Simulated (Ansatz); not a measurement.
A series of calculations on HgTe

## 1. Relaxation

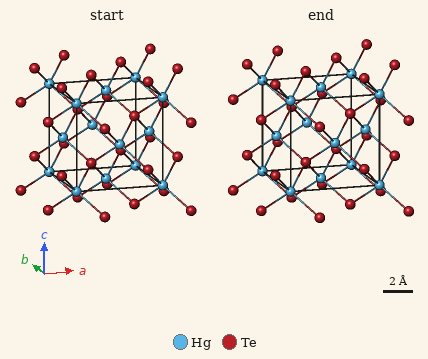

The structure of a crystal of HgTe (set up in F-43m) before (left) and after (right) a relaxation, at one scale.

The picture is a ball-and-stick view of the conventional cell (4 times the calculation's cell), seen slightly off an axis. Lengths and directions refer to the drawn axes.

Level of theory: DFT PBE, scalar-relativistic, plane waves, PAW (Ansatz 0.2.0). Set-up: plane-wave cutoff 420 eV; k-point mesh 12 × 12 × 12; occupations gaussian; smearing width 0.1 eV; no spin polarisation; cell and atoms relaxed; force threshold 0.005 eV/Å; at most 80 steps.

Summarise the run.

The atoms keep their places relative to the cell (all moves are under 0.005 Å). The drawn cell changes as follows: a = b = c 6.447 → 6.650 Å (+3.1 %); the volume changes by +9.7 %. Near-neighbour distances that change, for instance: Hg–Te 2.792 → 2.879 Å. The space group stays F-43m (No. 216). After 3 accepted moves (4 points after the start) the energy has fallen by 37.7 meV per atom. All forces vanish by symmetry, so only the cell relaxes. Pressure: 4.06 GPa at the start and 0.02 GPa at the end. At 1 point the geometry stayed and the basis and grid were re-selected for the new cell (energy shift of 0.6 meV per atom at most each time).

## 2. Relaxation

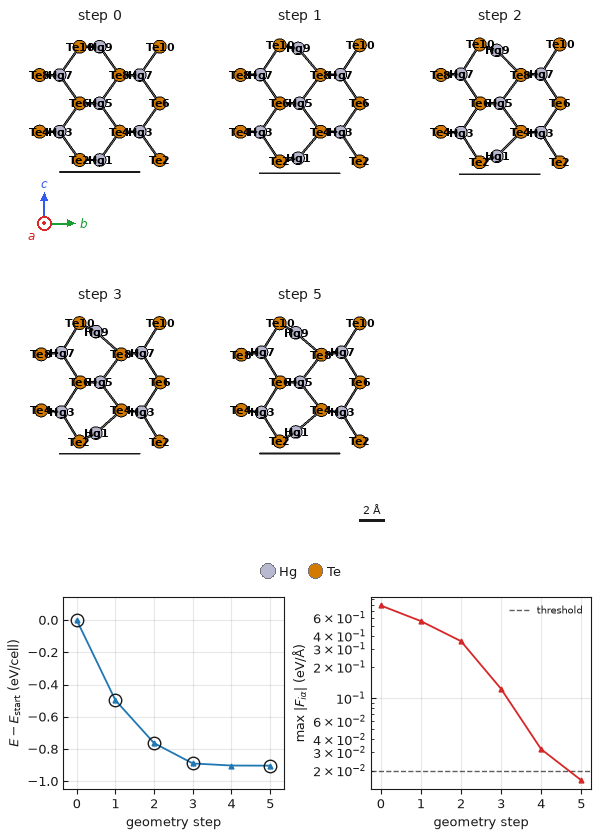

Frames of a relaxation of a slab of composition HgTe (cut from the F-43m phase), marked on the history of the run. Style: ball-and-stick. Shown: the cell of the calculation, outlined in the plane, without the vacuum, along the a axis.

Case: (1 1 0) slab, atoms relaxed. The slab is the (1 1 0) face of HgTe.

All numbers below come from DFT PBE, scalar-relativistic, plane waves, PAW (Ansatz 0.2.0).

The input:
```yaml
crystal:
  lattice:
    - [4.7019745464, 0.0, 0.0]
    - [0.0, 6.6495961734, 0.0]
    - [0.0, 0.0, 24.4039490927]
  atoms:
    - { symbol: Hg, position: [0.5, 0.5, 0.3073273089] }
    - { symbol: Te, position: [0.0, 0.25, 0.3073273089] }
    - { symbol: Hg, position: [0.0, 0.0, 0.4036636544] }
    - { symbol: Te, position: [0.5, 0.75, 0.4036636544] }
    - { symbol: Hg, position: [0.5, 0.5, 0.5] }
    - { symbol: Te, position: [0.0, 0.25, 0.5] }
    - { symbol: Hg, position: [0.0, 0.0, 0.5963363456] }
    - { symbol: Te, position: [0.5, 0.75, 0.5963363456] }
    - { symbol: Hg, position: [0.5, 0.5, 0.6926726911] }
    - { symbol: Te, position: [0.0, 0.25, 0.6926726911] }
basis:
  ecutwfc: 420
kpoints:
  mp_grid: { grid: [8, 5, 1] }
hamiltonian:
  xc: pbe
scf:
  occupations: { method: gaussian, width: 0.1 }
output:
  forces: true
  eigenvalues: true
  write_density: true
  write_potential: true
  elf: true
  volumetric_format: npy
relax:
  adjacent_minimum: "off"
  f_tol: 0.02
  max_steps: 60
efield:
  axis: 3
  dipole_correction: true
  ramp_width: 0.04
```

Run as
```bash
ansatz run input.yaml --threads 1 --pin off --max-ram 2560MiB --backend cpu --events-out ev --progress --plain --runs-dir out
```

### What happens along the run?

The energy falls by 0.904 eV per cell of the calculation in 5 geometry steps. Largest force component: 0.79 eV/Å at the start, 0.016 eV/Å at the end. The largest moves relative to the layer's centre, 0.67 Å, are those of Hg1 and Hg9. Hg1 goes at 29° to the normal (+c side). Largest moves by element: Hg 0.67 Å, Te 0.20 Å. The cell doesn't change. Near-neighbour distances that change, for instance: Hg1–Te4 2.879 → 2.805 Å, Hg1–Te2 2.879 → 2.814 Å, Hg3–Te6 2.879 → 2.940 Å, Hg7–Te10 2.879 → 2.838 Å. Among the angles between lasting bonds that change: Hg7–Te10–Hg9 109.5° → 90.9°, Hg5–Te8–Hg9 109.5° → 93.0°, Te2–Hg1–Te4 109.5° → 122.8°. From step 0 to 1: Hg atoms move most (0.19 Å), energy −0.498 eV per cell of the calculation. From step 1 to 2: Hg atoms move most (0.19 Å), energy −0.266 eV per cell of the calculation. From step 2 to 3: Hg atoms move most (0.20 Å), energy −0.126 eV per cell of the calculation. From step 3 to 5: Hg atoms move most (0.10 Å), energy −13.9 meV per cell of the calculation.

## 3. A change

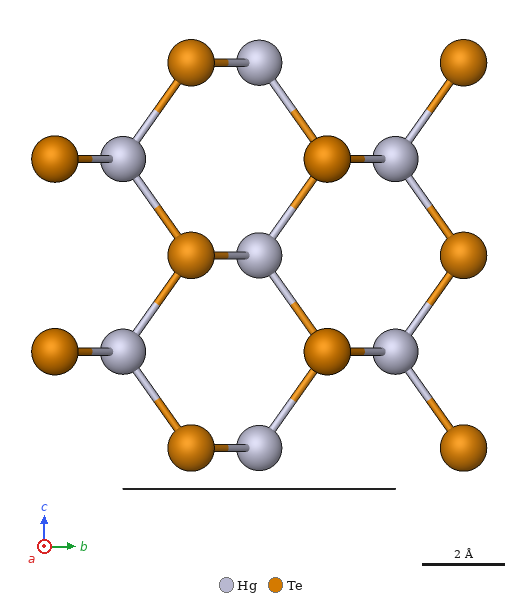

This is a (1 1 0) slab of HgTe as cut from the relaxed bulk. A ball-and-stick model of the 2 × 1 repeat of the cell, outlined in the plane, without the vacuum, seen along the a axis.

Level of theory: Ansatz 0.2.0, DFT PBE, scalar-relativistic, plane waves, PAW. Settings: plane-wave cutoff 420 eV; occupations gaussian; smearing width 0.1 eV; no spin polarisation. The k-mesh is chosen for each cell (8×5×15, 8×5×1).

Now this is done to it. The atoms of the slab are relaxed at the bulk's in-plane cell.

Q: Predict the response.

A: The surface energy (mean of the two faces) falls from 0.35 to 0.12 J/m². The top spacing, between the HgTe and HgTe planes, goes from 2.35 to 2.11 Å (−10.1 %), the bottom one (HgTe to HgTe) from 2.35 to 2.11 Å (−10.1 %). The top plane rumples by 0.78 Å. The cell doesn't change. The largest moves relative to the layer's centre, 0.67 Å, are those of Hg atoms. By element the largest moves are Hg 0.67 Å, Te 0.20 Å. Among the bonded contacts that change: Hg–Te 2.879 → 2.804 to 2.940 Å.

Drawn alike, the variant:

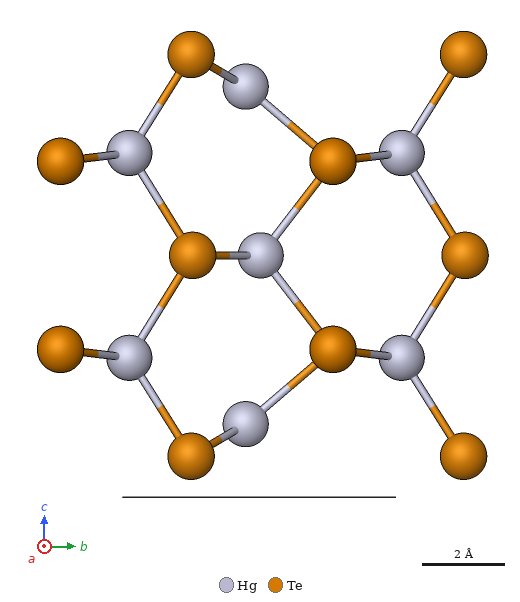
